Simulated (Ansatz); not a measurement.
## Geometry relaxation, with input and output: C (part 1 of 2)

System: C (10 atoms in the cell).
Method: DFT PBEsol, scalar-relativistic, plane waves, PAW, no spin polarisation (Ansatz 0.2.0).

The structure was built on a prototype by a generator; it need not be a known phase. It belongs to a series of runs on one base structure; here: stacking ABACB.

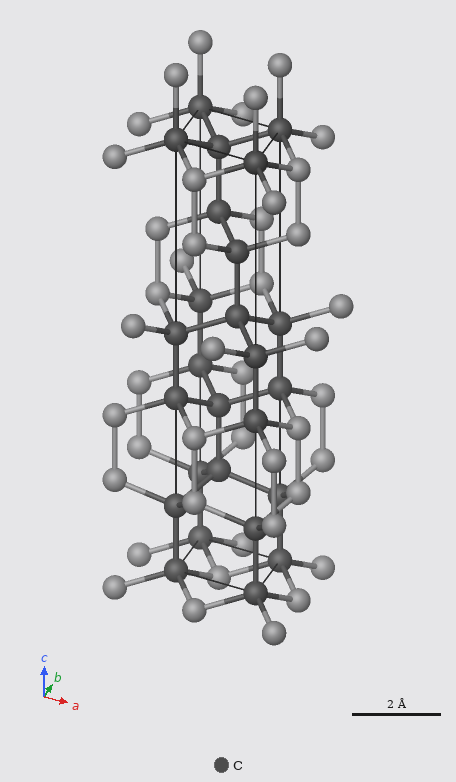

The starting structure (ball-and-stick view of the cell of the calculation, seen at an oblique angle; neighbours outside the cell are drawn fainter).

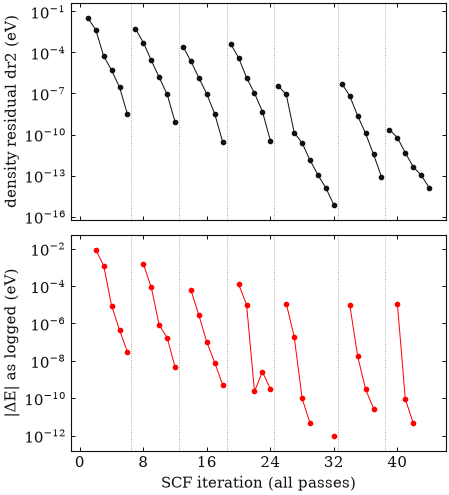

Convergence of the self-consistent field: density residual dr2 and size of the energy change against the SCF iteration. The dotted lines part the SCF passes of the relaxation: geometry steps, rejected trials and re-solves on a re-selected basis. The 7 passes take 6 to 8 iterations each, 44 in all.

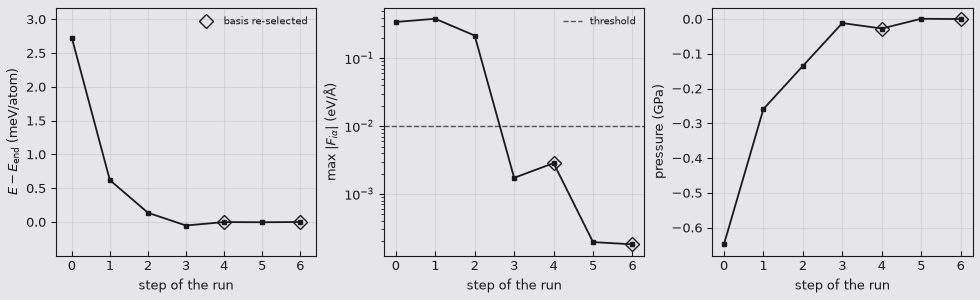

Progress of the relaxation, step by step (the first geometry is step 0 here and step 1 in the log).

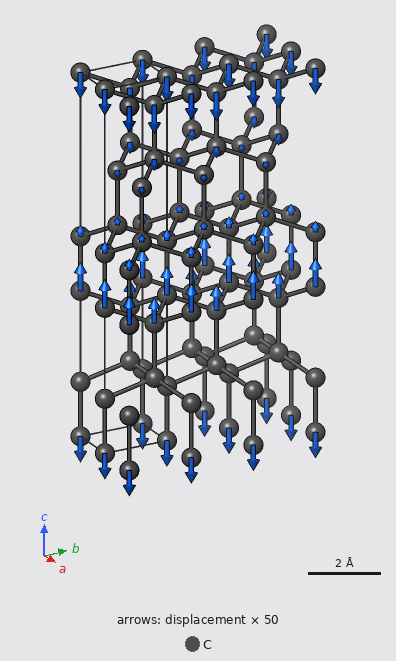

The starting structure with the displacements (without the part carried along by the change of the cell) as blue arrows, magnified 50 times (ball-and-stick view of the cell of the calculation, repeated 2 × 3 × 1, seen slightly off an axis). The energy falls by 2.7 meV per atom in 4 geometry steps. Largest force component: 0.34 eV/Å at the start, 0.00018 eV/Å at the end. The pressure goes from −0.65 to 0.00 GPa. The basis was re-selected once at an unchanged geometry, which shifts the energy a little without any move. The largest moves relative to the cell, 0.017 Å, are those of C5 and C10. Cell: a = b 2.499 → 2.507 Å (+0.3 %), c 10.402 → 10.317 Å (−0.8 %). Volume −0.2 %. Distances before and after: C5–C6 1.560 → 1.537 Å. The space group stays P-3m1 (No. 164). The energy change given includes the shifts at the re-selections in mid-walk, which come without any move. A last SCF at the same geometry on a re-selected plane-wave basis shifts the energy by +0.0 meV per atom. (Atoms are counted from 1 in the order of the input.)

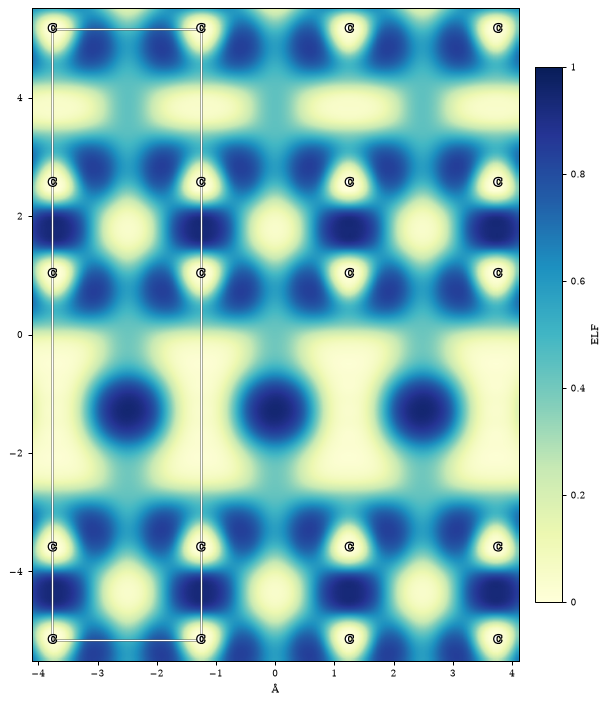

Electron localisation function on the (010) plane of the conventional cell. The section cuts through C sites. C–C (1.56 Å): the ELF peaks at about 0.95 between the atoms (localised, shared-pair bonding). Core electrons are frozen (PAW), so the fields are smoothed inside the atomic spheres.

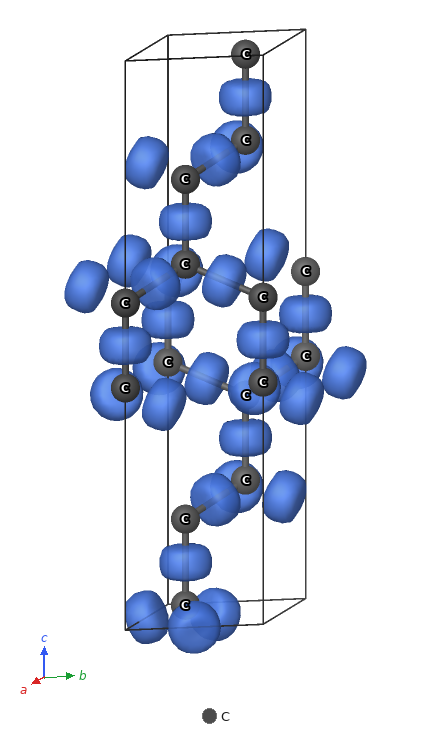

Isosurface of the ELF at 0.75 (blue), seen slightly off an axis. Only the valence region is drawn (cores and ρ < 0.01 e/Å³ removed). Sticks mark near contacts. The outline is the cell set on symmetry axes. Values along the shortest contacts: C–C (1.54 Å): the ELF peaks at about 0.95 between the atoms, which marks a shared electron pair.

The input that produced these results follows, with the program's output.

Input
```yaml
crystal:
  lattice:
    - [2.4988149884, 0.0, 0.0]
    - [-1.2494074942, 2.1640372593, 0.0]
    - [0.0, 0.0, 10.4020896383]
  atoms:
    - { symbol: C, position: [0.0, 0.0, 0.0] }
    - { symbol: C, position: [0.0, 0.0, 0.15] }
    - { symbol: C, position: [0.3333333333, 0.6666666667, 0.2] }
    - { symbol: C, position: [0.3333333333, 0.6666666667, 0.35] }
    - { symbol: C, position: [0.0, 0.0, 0.4] }
    - { symbol: C, position: [0.0, 0.0, 0.55] }
    - { symbol: C, position: [0.6666666667, 0.3333333333, 0.6] }
    - { symbol: C, position: [0.6666666667, 0.3333333333, 0.75] }
    - { symbol: C, position: [0.3333333333, 0.6666666667, 0.8] }
    - { symbol: C, position: [0.3333333333, 0.6666666667, 0.95] }
basis:
  ecutwfc: 420
kpoints:
  mp_grid: { grid: [12, 12, 3] }
hamiltonian:
  xc: pbesol
scf:
  occupations: { method: gaussian, width: 0.02 }
output:
  forces: true
  stress: true
  eigenvalues: true
  populations: true
  write_density: true
  write_potential: true
  elf: true
  volumetric_format: npy
relax:
  adjacent_minimum: "off"
  f_tol: 0.01
  max_steps: 45
  cell: { stress_tol: 0.05 }
```

Launch command:
```bash
ansatz run input.yaml --threads 1 --pin off --max-ram 2560MiB --backend cpu --events-out ev --progress --plain --runs-dir out
```

What the program printed
```
Engine: ansatz 0.2.0, x86_64-unknown-linux-gnu
Pseudopotentials: kind: paw
Pseudopotential: C, paw, valence charge 4, recommended cutoff 420 eV (normal), C.paw.azcp
Functional definition: PBEsol
  exchange = pbesol_x
  correlation = pbesol_c
Crystal: 10 atoms, lattice volume = 56.250 Å³
Basis set: ecut = 420 eV, 1073 PW (Γ), exchange–correlation on 36×36×144 points (8 copies of the dense FFT grid, shifted against one another)
Bands: 30, of which v1, the nominal top of the filled ones, is band 20 counted from 1 (19 counted from 0)
Symmetry: 12 space group operations
Space group: P-3m1 (ITA 164), of the structure as read, at distance tolerance 3.8e-5 Å
k-points: 50 of 432
Non-local potential: C, projectors of the file, l = 0: 2, l = 1: 2, l = 2: 1
PAW form: soft (Blöchl's): semilocal exchange-correlation on the pseudo side does not see the compensation charge
PAW frozen core: C, regenerated for the run's functional, and the local potential with it (the file was generated under x = pbe(κ = 0.804, μ = 0.2195149727645171), c = pbe(β = 0.06672455060314922))
PAW one-centre angular grid: C, 110 points (default); XC on 64 Gauss nodes
Initial density: superposition of atomic densities (neutral atoms: chi_scale 0, normalization atom), corrected by the library's trained network
Initial wavefunctions: pseudopotential atomic-orbital guess
Functional: x = pbesol(κ = 0.804, μ = 0.12345679012345678), c = pbesol(β = 0.046)
SCF iter   1: F=—  HF=-2466.580239 eV  |F-HF|=—  |Δ(HF+E_count)|=         —  Δρ=7.38e-3  dr2=3.29e-2  ethr=1.77e-3  ⟨swp⟩=6.1  Hψ=7057  notcnv=0  defer=7
preconditioner: auto → none  [insulator: Δε(μ)=4.302 eV  Ē_g=17.033 eV  σ=0.020 eV  W_gap=1.00  n_scr=8 (ndim 8)  ℏωp=31.3 eV  f_vac=0.000  D(μ)=0.00/eV (n_scr^D=0)  ε∞_Penn≈4.4]
SCF iter   2: F=—  HF=-2466.571278 eV  |F-HF|=—  |Δ(HF+E_count)|=   8.96e-3  Δρ=2.80e-3  dr2=4.61e-3  ethr=8.22e-5  ⟨swp⟩=2.8  Hψ=2953  notcnv=0  defer=182
SCF iter   3: F=—  HF=-2466.570037 eV  |F-HF|=—  |Δ(HF+E_count)|=   1.24e-3  Δρ=3.37e-4  dr2=5.50e-5  ethr=1.15e-5  ⟨swp⟩=2.5  Hψ=2497  notcnv=0  defer=182
SCF iter   4: F=—  HF=-2466.570046 eV  |F-HF|=—  |Δ(HF+E_count)|=   8.85e-6  Δρ=1.34e-4  dr2=4.92e-6  ethr=1.37e-7  ⟨swp⟩=2.0  Hψ=2028  notcnv=0  defer=182
SCF iter   5: F=—  HF=-2466.570047 eV  |F-HF|=—  |Δ(HF+E_count)|=   4.41e-7  Δρ=2.46e-5  dr2=2.89e-7  ethr=1.23e-8  ⟨swp⟩=2.1  Hψ=1963  notcnv=0  defer=182
SCF iter   6: F=-2466.570047 eV  HF=-2466.570047 eV  |F-HF|=7.39e-10  |Δ(HF+E_count)|=   2.89e-8  Δρ=4.25e-6  dr2=2.94e-9  ethr=2.50e-10  ⟨swp⟩=13.9  Hψ=9547  notcnv=0
SCF 1 converged in 6 iterations: F = -2466.570047 eV  dr2 = 2.94e-9
  greatest PAW one-centre occupation: 0.644 electrons in one spin orbital (limit 2), on the C atom at site 2 (counted from 0), in its partial waves of l = 0
relax step   1: F+E_penalty+E_count = -2466.57004651 eV  Δ(F+E_penalty+E_count) = +0.000e0 eV  max|allowed force component| = 3.441e-1 eV/Å  Δτ_max = 0.0000 Å  P = -0.648 GPa  Ω = 56.250 Å³  (6 SCF iters, dr2 threshold 1.00e-7 eV, accepted)
Crystal: 10 atoms, lattice volume = 56.196 Å³
Basis set: ecut = 420 eV, 1109 PW (Γ), exchange–correlation on 36×36×144 points (8 copies of the dense FFT grid, shifted against one another)
Initial density: handed on by an earlier stage of this run
Initial wavefunctions: those handed on with the density
iter 1 solved again at ethr=1.36e-5 eV; its pass at ethr=3.10e-3 eV (dr2=5.46e-3 eV) is discarded
SCF iter   1: F=—  HF=-2466.592756 eV  |F-HF|=—  |Δ(HF+E_count)|=         —  Δρ=4.17e-3  dr2=5.52e-3  ethr=1.36e-5  ⟨swp⟩=2.7  Hψ=8195  notcnv=0
preconditioner: auto → none  [insulator: Δε(μ)=4.328 eV  Ē_g=17.058 eV  σ=0.020 eV  W_gap=1.00  n_scr=8 (ndim 8)  ℏωp=31.3 eV  f_vac=0.000  D(μ)=0.00/eV (n_scr^D=0)  ε∞_Penn≈4.4]
SCF iter   2: F=—  HF=-2466.591225 eV  |F-HF|=—  |Δ(HF+E_count)|=   1.53e-3  Δρ=1.65e-3  dr2=5.25e-4  ethr=1.36e-5  ⟨swp⟩=2.6  Hψ=2542  notcnv=0  defer=1
SCF iter   3: F=—  HF=-2466.591141 eV  |F-HF|=—  |Δ(HF+E_count)|=   8.39e-5  Δρ=4.02e-4  dr2=2.62e-5  ethr=1.31e-6  ⟨swp⟩=2.3  Hψ=2475  notcnv=0
SCF iter   4: F=—  HF=-2466.591141 eV  |F-HF|=—  |Δ(HF+E_count)|=   8.03e-7  Δρ=6.50e-5  dr2=1.48e-6  ethr=6.55e-8  ⟨swp⟩=2.4  Hψ=2167  notcnv=0
iter 5 did not close the SCF: its close was put off for the readings that it lacked (scf_convergence_deferred on its scf_iter line)
SCF iter   5: F=-2466.591141 eV  HF=-2466.591141 eV  |F-HF|=3.44e-8  |Δ(HF+E_count)|=   1.72e-7  Δρ=1.71e-5  dr2=8.45e-8  ethr=3.69e-9  ⟨swp⟩=2.0  Hψ=2073  notcnv=0
SCF iter   6: F=-2466.591141 eV  HF=-2466.591141 eV  |F-HF|=4.09e-11  |Δ(HF+E_count)|=   4.45e-9  Δρ=1.94e-6  dr2=8.16e-10  ethr=2.11e-10  ⟨swp⟩=7.3  Hψ=9020  notcnv=0
SCF 2 converged in 6 iterations: F = -2466.591141 eV  dr2 = 8.16e-10
  greatest PAW one-centre occupation: 0.644 electrons in one spin orbital (limit 2), on the C atom at site 9 (counted from 0), in its partial waves of l = 0
relax step   2: F+E_penalty+E_count = -2466.59114124 eV  Δ(F+E_penalty+E_count) = -2.109e-2 eV  max|allowed force component| = 3.833e-1 eV/Å  Δτ_max = 0.0145 Å  P = -0.259 GPa  Ω = 56.196 Å³  energy of the carried Pulay correction = +3.494e-4 eV  (6 SCF iters, dr2 threshold 1.00e-6 eV, accepted)
Crystal: 10 atoms, lattice volume = 56.177 Å³
Basis set: ecut = 420 eV, 1085 PW (Γ), exchange–correlation on 36×36×144 points (8 copies of the dense FFT grid, shifted against one another)
iter 1 solved again at ethr=7.16e-7 eV; its pass at ethr=3.10e-3 eV (dr2=2.87e-4 eV) is discarded
SCF iter   1: F=—  HF=-2466.596033 eV  |F-HF|=—  |Δ(HF+E_count)|=         —  Δρ=8.75e-4  dr2=2.68e-4  ethr=7.16e-7  ⟨swp⟩=3.9  Hψ=6662  notcnv=0  defer=5
preconditioner: auto → none  [insulator: Δε(μ)=4.311 eV  Ē_g=17.062 eV  σ=0.020 eV  W_gap=1.00  n_scr=8 (ndim 8)  ℏωp=31.3 eV  f_vac=0.000  D(μ)=0.00/eV (n_scr^D=0)  ε∞_Penn≈4.4]
SCF iter   2: F=—  HF=-2466.595975 eV  |F-HF|=—  |Δ(HF+E_count)|=   5.84e-5  Δρ=3.37e-4  dr2=2.22e-5  ethr=6.69e-7  ⟨swp⟩=2.4  Hψ=2144  notcnv=0
SCF iter   3: F=—  HF=-2466.595972 eV  |F-HF|=—  |Δ(HF+E_count)|=   2.69e-6  Δρ=8.86e-5  dr2=1.37e-6  ethr=5.54e-8  ⟨swp⟩=2.4  Hψ=2483  notcnv=0
iter 4 did not close the SCF: its close was put off for the readings that it lacked (scf_convergence_deferred on its scf_iter line)
SCF iter   4: F=-2466.595972 eV  HF=-2466.595972 eV  |F-HF|=4.31e-8  |Δ(HF+E_count)|=   9.72e-8  Δρ=1.64e-5  dr2=8.92e-8  ethr=3.41e-9  ⟨swp⟩=2.2  Hψ=2057  notcnv=0
iter 5 did not close the SCF: its close was put off for the readings that it lacked (scf_convergence_deferred on its scf_iter line)
SCF iter   5: F=-2466.595972 eV  HF=-2466.595972 eV  |F-HF|=5.91e-11  |Δ(HF+E_count)|=   7.85e-9  Δρ=4.14e-6  dr2=3.10e-9  ethr=2.23e-10  ⟨swp⟩=2.1  Hψ=2116  notcnv=0
SCF iter   6: F=-2466.595972 eV  HF=-2466.595972 eV  |F-HF|=9.09e-13  |Δ(HF+E_count)|=  4.98e-10  Δρ=3.36e-7  dr2=2.73e-11  ethr=7.75e-12  ⟨swp⟩=7.6  Hψ=8766  notcnv=0
SCF 3 converged in 6 iterations: F = -2466.595972 eV  dr2 = 2.73e-11
relax step   3: F+E_penalty+E_count = -2466.59597193 eV  Δ(F+E_penalty+E_count) = -4.831e-3 eV  max|allowed force component| = 2.168e-1 eV/Å  Δτ_max = 0.0043 Å  P = -0.135 GPa  Ω = 56.177 Å³  energy of the carried Pulay correction = +4.742e-4 eV  (6 SCF iters, dr2 threshold 1.00e-6 eV, accepted)
Crystal: 10 atoms, lattice volume = 56.159 Å³
iter 1 solved again at ethr=1.10e-6 eV; its pass at ethr=3.10e-3 eV (dr2=4.39e-4 eV) is discarded
SCF iter   1: F=—  HF=-2466.597999 eV  |F-HF|=—  |Δ(HF+E_count)|=         —  Δρ=1.07e-3  dr2=4.26e-4  ethr=1.10e-6  ⟨swp⟩=3.8  Hψ=6465  notcnv=0  defer=2
preconditioner: auto → none  [insulator: Δε(μ)=4.280 eV  Ē_g=17.067 eV  σ=0.020 eV  W_gap=1.00  n_scr=8 (ndim 8)  ℏωp=31.3 eV  f_vac=0.000  D(μ)=0.00/eV (n_scr^D=0)  ε∞_Penn≈4.4]
SCF iter   2: F=—  HF=-2466.597875 eV  |F-HF|=—  |Δ(HF+E_count)|=   1.24e-4  Δρ=4.11e-4  dr2=4.06e-5  ethr=1.07e-6  ⟨swp⟩=2.6  Hψ=2302  notcnv=0  defer=1
SCF iter   3: F=—  HF=-2466.597865 eV  |F-HF|=—  |Δ(HF+E_count)|=   1.01e-5  Δρ=7.82e-5  dr2=1.44e-6  ethr=1.02e-7  ⟨swp⟩=2.4  Hψ=2365  notcnv=0  defer=1
iter 4 did not close the SCF: its close was put off for the readings that it lacked (scf_convergence_deferred on its scf_iter line)
SCF iter   4: F=-2466.597865 eV  HF=-2466.597865 eV  |F-HF|=2.82e-8  |Δ(HF+E_count)|=  2.30e-10  Δρ=1.88e-5  dr2=1.04e-7  ethr=3.60e-9  ⟨swp⟩=2.1  Hψ=2033  notcnv=0  defer=1
iter 5 did not close the SCF: its close was put off for the readings that it lacked (scf_convergence_deferred on its scf_iter line)
SCF iter   5: F=-2466.597865 eV  HF=-2466.597865 eV  |F-HF|=2.33e-9  |Δ(HF+E_count)|=   2.57e-9  Δρ=3.29e-6  dr2=4.79e-9  ethr=2.59e-10  ⟨swp⟩=2.1  Hψ=2083  notcnv=0  defer=1
SCF iter   6: F=-2466.597865 eV  HF=-2466.597865 eV  |F-HF|=2.27e-12  |Δ(HF+E_count)|=  3.13e-10  Δρ=4.50e-7  dr2=3.56e-11  ethr=1.20e-11  ⟨swp⟩=8.3  Hψ=9294  notcnv=0
SCF 4 converged in 6 iterations: F = -2466.597865 eV  dr2 = 3.56e-11
relax step   4: F+E_penalty+E_count = -2466.59786532 eV  Δ(F+E_penalty+E_count) = -1.893e-3 eV  max|allowed force component| = 1.730e-3 eV/Å  Δτ_max = 0.0033 Å  P = -0.012 GPa  Ω = 56.159 Å³  energy of the carried Pulay correction = +5.911e-4 eV  (6 SCF iters, dr2 threshold 1.00e-6 eV, accepted)
Initial wavefunctions: pseudopotential atomic-orbital guess (no wavefunctions were taken with the density)
iter 1 solved again at ethr=6.87e-9 eV; its pass at ethr=3.10e-3 eV (dr2=2.75e-6 eV) is discarded
```
